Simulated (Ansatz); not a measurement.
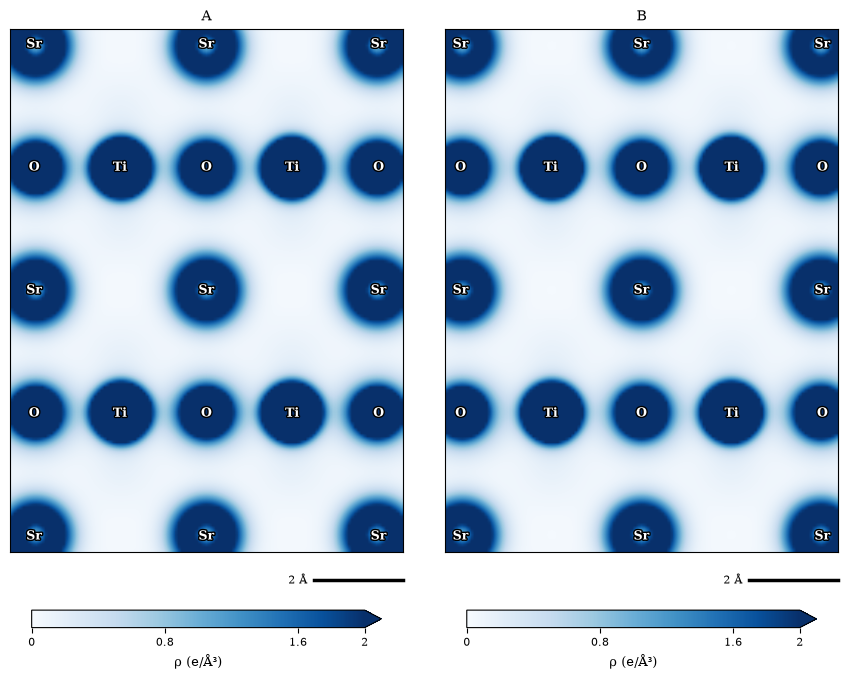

SrTiO3. The valence electron density of two cells that differ in size and shape, on the (110) plane of each (indices in the axes of the calculation cell), at one length scale and on one colour scale; one has 11.8 and the other 12.4 Å³ an atom.

Theory: DFT, r2SCAN with spin-orbit coupling, plane waves, PAW in Ansatz.

Core electrons are frozen (PAW), and the valence fields are smoothed inside the atomic spheres.

**Which panel shows the smaller cell, and what does the compression change?**

Panel A is the smaller cell, by 5 % in volume. From the larger cell to the smaller, Sr–O goes from 2.76 to 2.76 Å; Ti–O goes from 2.03 to 1.93 Å, and the density at its midpoint from 0.58 to 0.74 e/Å³; the pressure goes from −6 to 2.0 GPa; the Kohn–Sham gap goes from 2.1 eV to 2.3 eV.
